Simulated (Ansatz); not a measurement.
Input file:

```
crystal:
  lattice:
    - [0.0, 3.57, 3.57]
    - [3.57, 0.0, 3.57]
    - [3.57, 3.57, 0.0]
  atoms:
    - { symbol: C, position: [0.0, 0.0, 0.0] }
    - { symbol: C, position: [0.125, 0.125, 0.125] }
    - { symbol: C, position: [0.0, 0.0, 0.5] }
    - { symbol: C, position: [0.125, 0.125, 0.625] }
    - { symbol: C, position: [0.0, 0.5, 0.0] }
    - { symbol: C, position: [0.125, 0.625, 0.125] }
    - { symbol: C, position: [0.0, 0.5, 0.5] }
    - { symbol: C, position: [0.125, 0.625, 0.625] }
    - { symbol: C, position: [0.5, 0.0, 0.0] }
    - { symbol: C, position: [0.625, 0.125, 0.125] }
    - { symbol: C, position: [0.5, 0.0, 0.5] }
    - { symbol: C, position: [0.625, 0.125, 0.625] }
    - { symbol: C, position: [0.5, 0.5, 0.0] }
    - { symbol: C, position: [0.625, 0.625, 0.125] }
    - { symbol: C, position: [0.5, 0.5, 0.5] }
    - { symbol: C, position: [0.625, 0.625, 0.625] }
    - { symbol: H, position: [0.8201552, 0.8196138, 0.5454123], spin: 1.0 }
magnetization:
  spin_polarized: true
basis:
  ecutwfc: 420.0
kpoints:
  mp_grid: { grid: [3, 3, 3] }
hamiltonian:
  xc: pbesol
scf:
  occupations: { method: gaussian, width: 0.05 }
  lower_state_search: "off"
relax:
  f_tol: 0.03
  max_steps: 60
  adjacent_minimum: "off"
output:
  write_density: true
  write_potential: true
  elf: true
  volumetric_format: npy
```

Run with:

```sh
ansatz run input.yaml --threads 2 --pin off --max-ram 5120MiB --backend cpu --events-out ev --progress --plain --runs-dir out
```

The fields are those of the run's last geometry, not of the input's.

Spin-polarised.

These are results of Ansatz 0.2.0, DFT PBEsol, scalar-relativistic, plane waves, PAW, not measurements.

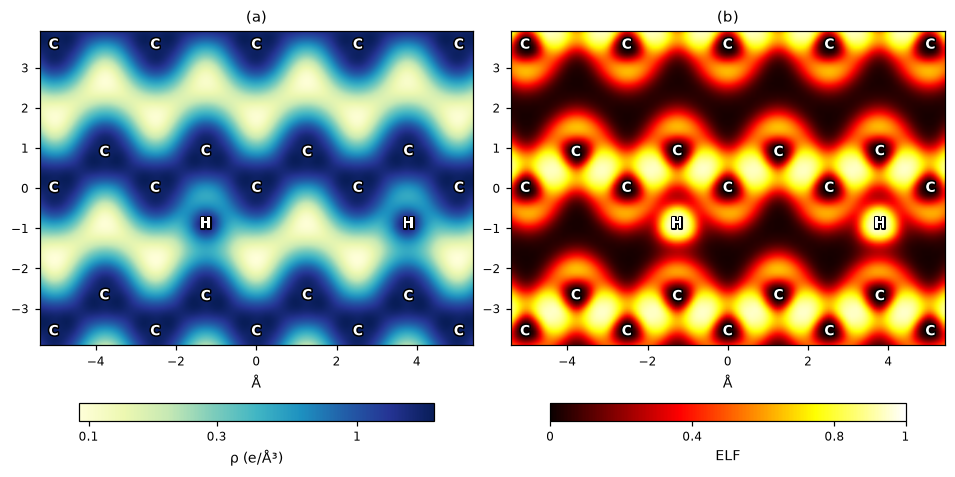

HC₁₆ (cell with a defect). (a) valence electron density; (b) electron localisation function on the (101̄) plane of the calculation cell.

Core electrons are frozen (PAW), and the valence fields are smoothed inside the atomic spheres.

Question: Interpret the plot.

Answer: The plane passes through C and H nuclei.
C–C (1.55 Å): ρ is about 1.6 e/Å³ halfway; the ELF peaks at about 0.95 between the atoms (a shared electron pair).
C–H (1.54 Å): ρ at the midpoint is about 0.75 e/Å³; the ELF climbs to about 0.95 towards the hydrogen, as it does in any bond to H.
Between the atoms the lowest density in this plane is 0.09 e/Å³.
